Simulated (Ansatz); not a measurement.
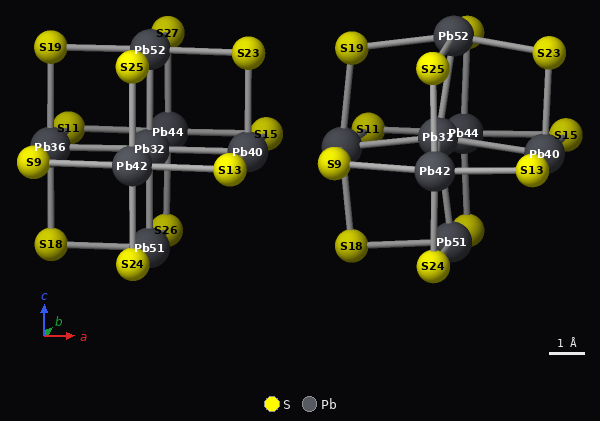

Two geometries of a defect cell of composition S31Pb33, drawn at one scale. One is the start of a relaxation, the other its converged end. A ball-and-stick model of the atoms within 4.2 Å of the atom that moves most (axes of the cell of the calculation (origin shifted)), seen slightly off an axis.

Computed with DFT, PBEsol, PAW, plane waves (Ansatz 0.2.0). Set-up: plane-wave cutoff 420 eV; k-point mesh 1 × 1 × 1; mesh shifted by (0.25, 0.25, 0.25); no spin polarisation; atoms relaxed in a fixed cell; force threshold 0.03 eV/Å; at most 80 steps.

Which of the two is the end point?

Answer. The right one is the relaxed one. The largest move is that of Pb32, 0.56 Å along [−2 −2 3]. Largest moves by element: Pb 0.56 Å, S 0.36 Å. The cell stays as it was. Among the contacts that change: Pb32–Pb51 2.946 → 3.200 Å, Pb32–Pb40 2.937 → 3.167 Å, Pb32–Pb44 2.977 → 3.171 Å, S9–Pb36 2.961 → 3.080 Å. Among the angles between lasting bonds that change: Pb36–Pb32–Pb40 179.3° → 159.3°, Pb42–Pb32–Pb44 179.1° → 159.6°, Pb42–Pb32–Pb52 90.1° → 105.8°. After 14 geometry steps the energy has fallen by 0.551 eV per cell of the calculation. The largest force component goes from 0.77 to 0.021 eV/Å. Cost: 10 s on 1 × NVIDIA GB200 with 8 threads of Arm Neoverse-V2, peak memory 2 GiB.
